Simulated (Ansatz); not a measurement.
Hf2S (slab)

The calculation's input:

```
crystal:
  lattice:
    - [3.3465310227, 0.0, 0.0]
    - [-1.6732655113, 2.8981808802, 0.0]
    - [0.0, 0.0, 30.131258129]
  atoms:
    - { symbol: Hf, position: [0.3333333333, 0.6666666667, 0.2489109472] }
    - { symbol: S, position: [0.0, 0.0, 0.3064429337] }
    - { symbol: Hf, position: [0.3333333333, 0.6666666667, 0.3639749203] }
    - { symbol: Hf, position: [0.6666666667, 0.3333333333, 0.4424680134] }
    - { symbol: S, position: [0.0, 0.0, 0.5] }
    - { symbol: Hf, position: [0.6666666667, 0.3333333333, 0.5575319866] }
    - { symbol: Hf, position: [0.3333333333, 0.6666666667, 0.6360250797] }
    - { symbol: S, position: [0.0, 0.0, 0.6935570663] }
    - { symbol: Hf, position: [0.3333333333, 0.6666666667, 0.7510890528] }
basis:
  ecutwfc: 420
kpoints:
  mp_grid: { grid: [12, 12, 1] }
hamiltonian:
  xc: pbesol
scf:
  occupations: { method: gaussian, width: 0.1 }
output:
  forces: true
  stress: true
  eigenvalues: true
  write_density: true
  write_potential: true
  elf: true
  volumetric_format: npy
efield:
  axis: 3
  dipole_correction: true
  ramp_width: 0.04
```

Run with:

```sh
ansatz run input.yaml --threads 1 --pin off --max-ram 2560MiB --backend cpu --events-out ev --progress --plain --runs-dir out
```

Not relaxed (largest force 0.3 eV/Å).

These are results of DFT PBEsol, scalar-relativistic, plane waves, PAW (Ansatz), not measurements.

### Predict the valence pseudo-density and electron localisation function between the atoms.

Hf–S (2.60 Å): the density is about 0.38 e/Å³ at the midpoint; the ELF peaks at about 0.85 in the valence shell of S, 0.8 Å from its nucleus, and is about 0.30 at the midpoint: no shared electron pair shows on this line.
Hf–Hf (3.05 Å): ρ is about 0.21 e/Å³ halfway; the ELF is about 0.25 at the midpoint: no localised pair shows between them.

### Does the calculation make it a metal, or give it a gap?

It is metallic or semimetallic at this level of theory: no gap opens.

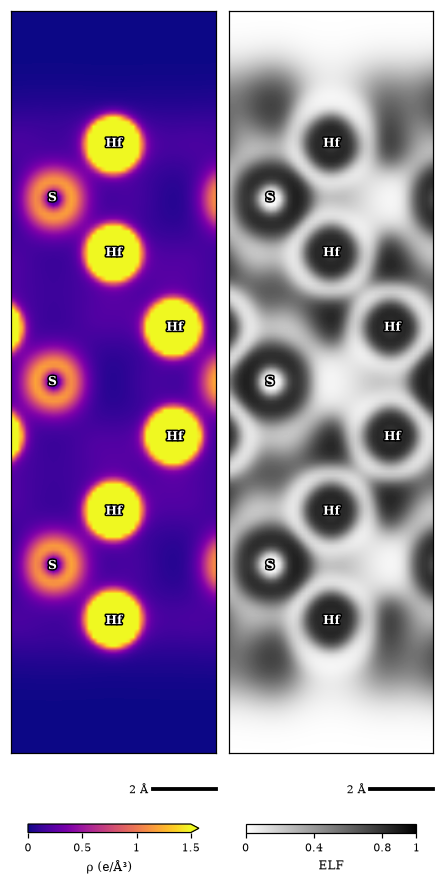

Computed valence pseudo-density and electron localisation function on the (110) plane of the calculation cell, a cut from vacuum to vacuum, in this order. 

The density is the valence pseudo-density of a PAW calculation; it isn't the true density close to the nuclei.
